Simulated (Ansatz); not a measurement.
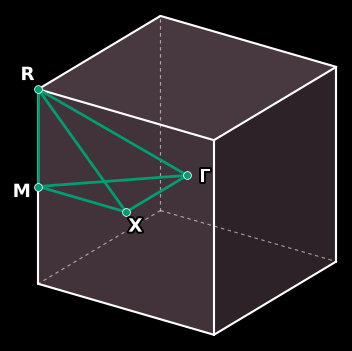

The figure shows the first Brillouin zone with its special points and a band path. Crystal: Sb, coordinates from a relaxation with DFT, LDA (PW92), plane waves (420 eV) with PAW, scalar-relativistic in Ansatz 0.2.0; the starting structure was generated, so it need not be a known form of this composition. Symmetry computed with spglib at a tolerance of 0.002 Å; standard conventional cell.

Labels and path follow the convention of Hinuma et al. (2017), as computed by seekpath.

> Which Bravais lattice has this zone?

A simple cubic lattice (cP; extended symbol cP2). The zone is a cube: 6 faces (6 with 4 edges), 12 edges, 8 vertices.

> In which order does the conventional band path visit the special points?

Γ–X–M–Γ–R–X | R–M
